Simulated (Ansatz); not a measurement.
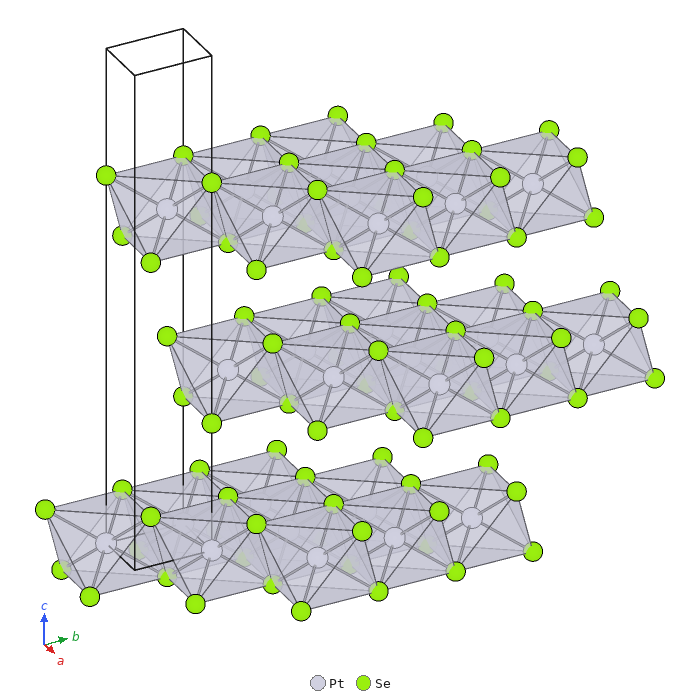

Polyhedra are drawn about Pt (bonds: Pt–Se below 2.8 Å); other atoms are plain spheres.

PtSe2 (space group R-3m, No. 166). Coordinates: the input geometry of an electronic-structure calculation (not necessarily at equilibrium); the starting structure was generated, so it need not be a known form of this composition.

Sharing among the drawn polyhedra:

```tsv
site	polyhedron	corner-sharing neighbours	edge-sharing	face-sharing	bond (Å)
Pt	PtSe6 octahedron	0	6	0	2.51
```

They form layers of edge-sharing octahedra parallel to (001).
